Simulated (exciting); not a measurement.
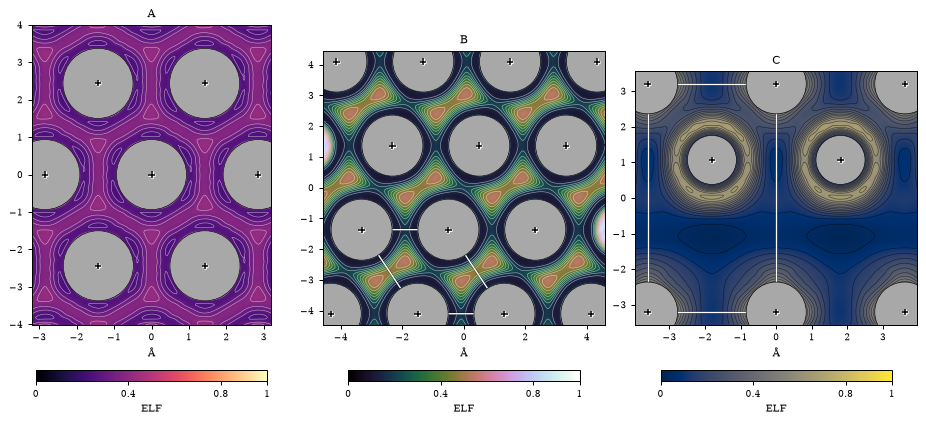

The ELF of 3 systems, each on a plane through atoms (crosses mark nuclei in the plane; grey discs cover the cores).

All numbers below come from Kohn-Sham DFT of a periodic cell, PBEsol, all-electron LAPW+lo, shipped species files (exciting).

System 1: PtSe, the (110) plane of the conventional cell. Space group P-6m2; a generated structure, not necessarily the stable one; built by placing these elements on a known structure type.

System 2: Re, the (111) plane of the conventional cell. Space group P-1.

```cif
data_structure
_symmetry_space_group_name_H-M 'P 1'
_symmetry_Int_Tables_number 1
_cell_length_a 2.7061
_cell_length_b 2.7640
_cell_length_c 2.8016
_cell_angle_alpha 61.004
_cell_angle_beta 62.285
_cell_angle_gamma 62.079
_cell_volume 15.41
loop_
_atom_site_label
_atom_site_type_symbol
_atom_site_fract_x
_atom_site_fract_y
_atom_site_fract_z
_atom_site_occupancy
Re1 Re 0.50000 0.50000 0.00000 1
```

System 3: Ti, the (101̄) plane of the conventional cell. Space group P-1.

```cif
data_structure
_symmetry_space_group_name_H-M 'P 1'
_symmetry_Int_Tables_number 1
_cell_length_a 2.7915
_cell_length_b 2.8245
_cell_length_c 2.8443
_cell_angle_alpha 108.632
_cell_angle_beta 108.687
_cell_angle_gamma 109.096
_cell_volume 17.68
loop_
_atom_site_label
_atom_site_type_symbol
_atom_site_fract_x
_atom_site_fract_y
_atom_site_fract_z
_atom_site_occupancy
Ti1 Ti 0.00000 0.00000 0.00000 1
```

Q: Match each panel to its system.

A: Panel A is system 2, Re: the plane holds Re. Re–Re (2.83 Å): the ELF is about 0.40 at the midpoint. Panel B is system 3, Ti: the plane holds Ti. Ti–Ti (2.82 Å): the ELF is about 0.20 at the midpoint; no localised pair shows between them. Panel C is system 1, PtSe: the plane holds Pt and Se. Pt–Se (2.80 Å): the ELF peaks at about 0.65 in the valence shell of Se, 1.0 Å from its nucleus, and drops to about 0.25 between the two atoms.
